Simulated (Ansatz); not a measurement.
# Random zinc-blende (B, In, Al)As solid solution (64 atoms) under strain, part 3 of 3

How stiff is random zinc-blende (B, In, Al)As solid solution (64 atoms), and how do its levels respond to strain?

Ansatz 0.2.0; Kohn-Sham DFT, PBE, PAW (set soft_1), plane waves.

The cell: 10 B, 32 As, 11 Al and 11 In. Only the Γ point is sampled.

So far. Step 11 (Compressed by 1 % along x): The relaxation converged after 2 steps, 0.00265 eV below its start, with a largest force component of 0.040 eV/Å. Step 11 (Compressed by 1 % along x): Compressed by 1 % along x: the energy stands 0.0480 eV above that of the reference, at a pressure of 0.725 GPa.

### 12. Sheared by 2 % in xy

A shear of the relaxed cell gives the modulus that volume changes can't reach.

Contents of input.yaml:

```yaml
crystal:
  lattice:
    - [11.12887, 0.13055, -0.00505]
    - [0.13186, 11.25972, 0.02174]
    - [-0.00483, 0.02169, 11.15577]
  atoms:
    [... the 64 atom lines of step 4 ...]
kpoints:
  mp_grid: { grid: [1, 1, 1] }
hamiltonian:
  xc: pbe
  pseudopotentials: { kind: paw, azcp: { folder: soft_1 } }
scf:
  occupations: { method: fermi_dirac, width: 0.025 }
output:
  forces: true
  eigenvalues: true
  stress: true
relax:
  f_tol: 0.05
  max_steps: 70
```

On the command line:

```console
> ansatz run input.yaml --threads 4 --pin off --max-ram 8192MiB --backend cpu --events-out ev --progress --plain --runs-dir out
```

Numbers of over 12 decimals in the logs are rounded to 6 here.

Output:

```text
[...]
Crystal: 64 atoms, lattice volume = 1397.709 Å³
Basis set: ecut = 420 eV, 27365 PW (Γ), exchange–correlation on 150×160×150 points (8 copies of the dense FFT grid, shifted against one another)
Bands: 412, of which v1, the nominal top of the filled ones, is band 343 counted from 1 (342 counted from 0)
Symmetry: 1 space group operations
[...]
k-points: 1
[...]
SCF iter   1: F=—  HF=-224453.209179 eV  |F-HF|=—  |Δ(HF+E_count)|=         —  Δρ=3.99e-2  dr2=3.51e1  ethr=3.10e-3  ⟨swp⟩=6.0  Hψ=1592  notcnv=0  defer=35
[...]
SCF iter   8: F=—  HF=-224445.976759 eV  |F-HF|=—  |Δ(HF+E_count)|=   1.63e-4  Δρ=2.96e-5  dr2=2.77e-5  ethr=2.90e-8  ⟨swp⟩=2.0  Hψ=698  notcnv=0  defer=58
SCF iter   9: F=-224445.976773 eV  HF=-224445.976772 eV  |F-HF|=1.13e-6  |Δ(HF+E_count)|=   1.33e-5  Δρ=1.05e-5  dr2=2.25e-6  ethr=4.04e-9  ⟨swp⟩=13.0  Hψ=2341  notcnv=0
SCF 1 converged in 9 iterations: F = -224445.976773 eV  dr2 = 2.25e-6
[...]
relax step   1: F+E_penalty+E_count = -224445.97677345 eV  Δ(F+E_penalty+E_count) = +0.000e0 eV  max|allowed force component| = 2.052e-1 eV/Å  Δτ_max = 0.0000 Å  (9 SCF iters, dr2 threshold 6.25e-5 eV, accepted)
[...]
relax step   2: F+E_penalty+E_count = -224446.00591570 eV  Δ(F+E_penalty+E_count) = -2.914e-2 eV  max|allowed force component| = 1.123e-1 eV/Å  Δτ_max = 0.0333 Å  (6 SCF iters, dr2 threshold 2.63e-6 eV, accepted)
[...]
relax step   3: F+E_penalty+E_count = -224446.01525530 eV  Δ(F+E_penalty+E_count) = -9.340e-3 eV  max|allowed force component| = 2.727e-2 eV/Å  Δτ_max = 0.0164 Å  (7 SCF iters, accepted)
SCF converged after 7 iterations
Free energy (F): -224446.015255 eV
[...]
Internal energy: -224446.015085 eV  (E = F + TS)
E sigma→0 (E₀):  -224446.015170 eV
Entropy (-TS):   -0.000170 eV (-0.003 meV/atom)
Fermi energy:    8.065218 eV
[...]
Σ components = -224446.015255   (vs F -224446.015255, Δ=0.00e0)
--- Forces (eV/Å), atoms counted from 1 ---
  atom   1  B     -0.00901954    -0.00537864     0.00790402
  atom   2  As    -0.00099111     0.00681962    -0.01227408
  atom   3  Al     0.00488658    -0.00249900    -0.00696201
  atom   4  As    -0.00203617     0.01079342     0.00741084
[...]
atom  64  As     0.00245559    -0.00184838    -0.00233363
  max |Σ_I F_I| component: 2.35e-5 eV/Å
--- Stress (GPa, compression-positive) ---
        0.022185      -1.040942       0.013976
       -1.040937       0.030879       0.005856
        0.013982       0.005855       0.000523
  P = ⅓ Tr σ = 0.0179 GPa (0.179 kbar)
--- Band table (eV) ---
[...]
--- Relaxed structure (3 steps of the walk, 3 accepted, 0 SCFs on fresh bases) ---
  F+E_penalty+E_count = -224446.01525530 eV   max|allowed force component| = 2.727e-2 eV/Å
  atoms:
    - { symbol: B, position: [0.000896114, 0.018492, 0.012107] }
    - { symbol: As, position: [0.138069, 0.117575, 0.118708] }
    - { symbol: Al, position: [0.00197705, 0.239974, 0.240508] }
    - { symbol: As, position: [0.136465, 0.374066, 0.352926] }
[...]
- { symbol: As, position: [0.873666, 0.882118, 0.625333] }
```

The job ended after 33 s (4 threads of AMD EPYC 9R14 (Zen 4), shared host; peak memory 2 GiB).

The relaxation converged after 3 steps, 0.0385 eV below its start, with a largest force component of 0.027 eV/Å.

Sheared by 2 % in xy: the energy stands 0.0909 eV above that of the reference, at a pressure of 0.0179 GPa.

### 13. Pressure against volume

Atoms are relaxed at each volume, in the scaled cell.

```tsv
volume change (%)	volume (Å³/atom)	energy change (meV/atom)	pressure (GPa)	largest move on relaxing (Å)	bonds	gap (eV)
-10	19.657	54.80	8.26	0.52	128	0.565
-6	20.531	19.13	4.91	0.11	128	0.606
-3	21.186	4.60	2.30	0.04	128	0.554
+0	21.841	0.00	0.02	-	128	0.466
+3	22.497	4.01	-1.94	0.04	128	0.359
+6	23.152	15.40	-3.59	0.07	128	0.240
```

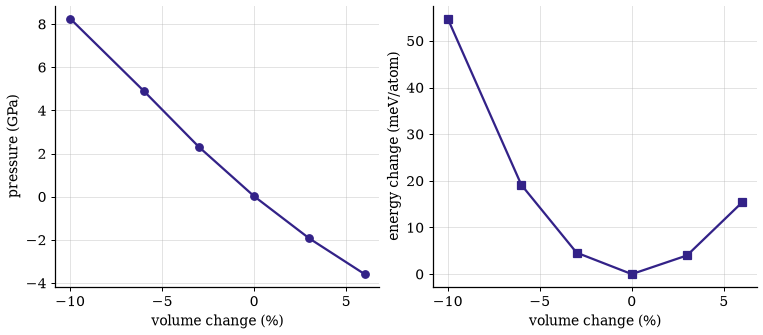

Pressure and energy against volume.

### 14. Uniaxial strain and shear

Stress (GPa, compression positive) less that of the relaxed cell, atoms relaxed:

```tsv
strain	xx	yy	zz	xy	energy change (meV/atom)
stretched by 1 % along x	-1.065	-0.485	-0.484	-0.006	0.71
compressed by 1 % along x	1.075	0.519	0.524	-0.002	0.75
sheared by 2 % in xy	0.010	0.011	-0.023	-1.030	1.42
```

### 15. Findings

The bulk modulus, from the slope of pressure against ln V over the three points nearest the relaxed volume, is 70.7 GPa; between neighbouring points the slope runs 77, 83, 75, 66 and 58 GPa from the smallest volume up, without a steady fall, so no pressure derivative is given. At -10 % some atom moved by over 0.5 Å on relaxing, so that point may sit in another local minimum. The gap goes from 0.565 eV at the smallest volume to 0.240 eV at the largest, -2.1 eV per unit of ln V by a straight line, not monotonically (lowest 0.240, highest 0.606 eV), on the run's k-points. In the Cartesian axes of the cell, finite differences give C11 = 107, C12 = 50.2, C13 = 50.4 and C66 = 51.5 GPa (the shear of 2 % is the engineering strain, εxy = 0.01). The mean of C11, C12 and C13, which equals the bulk modulus in a cubic or isotropic solid, is 69.2 GPa: it agrees with the bulk modulus within 10 %.

Caveats: Strains are finite and relaxations stop at the force tolerance of the input, which can leave moduli too stiff; they are those of a static cell at zero temperature. Volumes are changed with the cell's shape held, so in an anisotropic solid the modulus lies over the one under free hydrostatic load. The program notes that the SCF threshold of the relaxations is loose for the stress. The host structure and its lattice constant were typed by rule, without a check against the phase diagram.

The DFT runs together took 6.7 min of wall time.

[Logs are printed without paths, hosts, clocks, repeated set-up lines and the standing remarks that a program may print on its own settings, such as how far it seeks lower states.]

[Hosts, paths, dates, database ids (printed as entryN), source tags and the programs' standing remarks are cut or masked in the printed files.]
